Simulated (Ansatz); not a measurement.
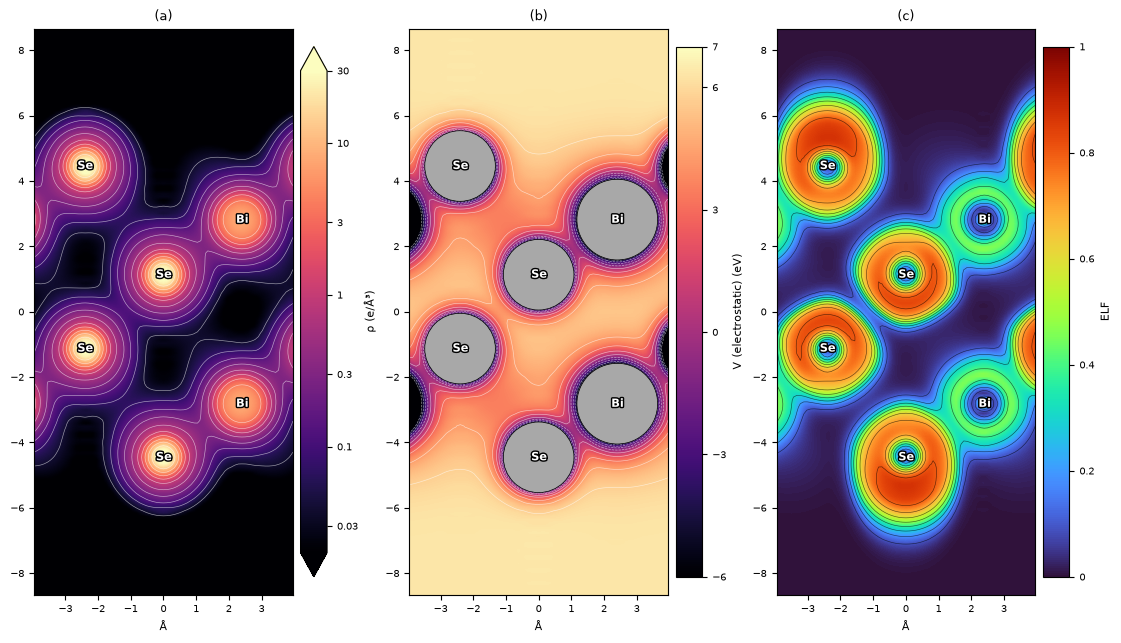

*BiSe₂ (slab). (a) valence electron density; (b) electrostatic potential (local pseudopotential plus Hartree) felt by an electron; (c) ELF on the (110) plane of the calculation cell, a cut from vacuum to vacuum. Grey discs cover the atomic cores in the potential map.*

All numbers below come from Ansatz, DFT r2SCAN, scalar-relativistic, plane waves, PAW.

In a PAW calculation such maps are meaningful between the atoms, not at the nuclei.

Input file:

```
crystal:
  lattice:
    - [4.1644399873, 0.0, 0.0]
    - [-2.0822199936, 3.6065108215, 0.0]
    - [0.0, 0.0, 25.059641094]
  atoms:
    - { symbol: Se, position: [0.6666666667, 0.3333333333, 0.2992860102] }
    - { symbol: Bi, position: [0.0, 0.0, 0.376809644] }
    - { symbol: Se, position: [0.3333333333, 0.6666666667, 0.4385123057] }
    - { symbol: Se, position: [0.6666666667, 0.3333333333, 0.5614876943] }
    - { symbol: Bi, position: [0.0, 0.0, 0.623190356] }
    - { symbol: Se, position: [0.3333333333, 0.6666666667, 0.7007139898] }
basis:
  ecutwfc: 500
kpoints:
  mp_grid: { grid: [9, 9, 1] }
hamiltonian:
  xc: r2scan
scf:
  occupations: { method: gaussian, width: 0.05 }
output:
  forces: true
  eigenvalues: true
  write_density: true
  write_potential: true
  elf: true
  volumetric_format: npy
relax:
  adjacent_minimum: "off"
  f_tol: 0.02
  max_steps: 60
efield:
  axis: 3
  dipole_correction: true
  ramp_width: 0.04
```

Launched as:

```sh
ansatz run input.yaml --threads 1 --pin off --max-ram 2560MiB --backend cpu --events-out ev --progress --plain --runs-dir out
```

The fields are those of the run's last geometry, not of the input's.

Question: Interpret the plot.

Answer:
- Atoms in the plane: Se and Bi.
- Bi–Se (2.91 Å): ρ at the midpoint is about 0.31 e/Å³; the ELF is about 0.50 at the midpoint and 0.35 at its lowest between the atoms.
- The density dies away to nearly zero in the vacuum.
- The ELF also peaks beside Se, away from the bonds: lone-pair regions.
- The features right at Bi lie inside the PAW spheres, where the map follows smoothed inner orbitals and isn't to be read closely.
- Outside the cores the potential energy rises away from the atoms and is highest in the vacuum; its zero is arbitrary.

Question: Does the calculation make it a metal, or give it a gap?

Answer: It is metallic or semimetallic at this level of theory: no gap opens.
